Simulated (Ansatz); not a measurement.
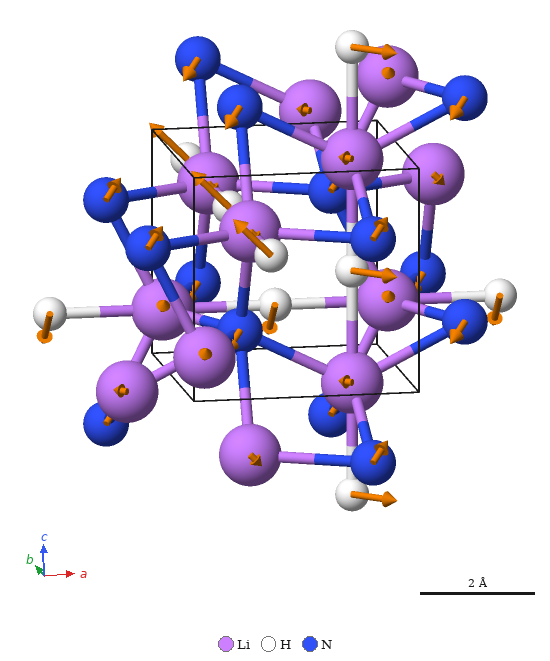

This is a relaxation of a crystal of Li$_{3}$H$_{3}$N$_{2}$ (built on the V3Cr3Si2-155 type type). The starting structure is drawn; orange arrows show the displacements (the part carried along by the change of the cell is left out), at their true length.

A ball-and-stick model of the cell of the calculation, seen slightly off an axis.

Theory: Ansatz, DFT, PBEsol, plane waves, PAW. Settings: plane-wave cutoff 420 eV; k-point mesh 6 × 6 × 6; occupations fermi dirac; smearing width 0.03 eV; no spin polarisation; cell and atoms relaxed; force threshold 0.01 eV/Å; at most 120 steps.

What did the optimiser do to the structure, and how much energy did it gain?

Answer. Over 16 accepted moves (19 points after the start) the energy falls by 972 meV per atom. Largest force component: 0.53 eV/Å at the start, 0.00028 eV/Å at the end. Pressure: −17.21 GPa at the start and 0.01 GPa at the end. At 3 points the geometry stayed and the basis and grid were re-selected for the new cell (energy shift of 11.8 meV per atom at most each time). The largest moves relative to the cell, 0.97 Å, are those of H atoms. Largest moves by element: H 0.97 Å, N 0.56 Å, Li 0.30 Å. The drawn cell changes as follows: a = b = c 4.048 → 3.977 Å (−1.8 %), α 90.0° → 70.7°, β 90.0° → 70.7°, γ 90.0° → 70.7°; the volume changes by −18.2 %. Near-neighbour distances that change, for instance: H–N 2.265 → 1.353 Å, H–Li 2.480 → 1.735 Å, Li–Li 2.479 → 2.962 Å, H–Li 2.024 → 2.362 Å. New bonds form, among them: H–Li (2.48 → 1.73 Å). Among the angles between lasting bonds that change: Li–N–Li 113.7° → 84.1°, N–Li–N 101.5° → 130.8°, N–Li–N 101.6° → 78.2°. The space group stays R32 (No. 155).
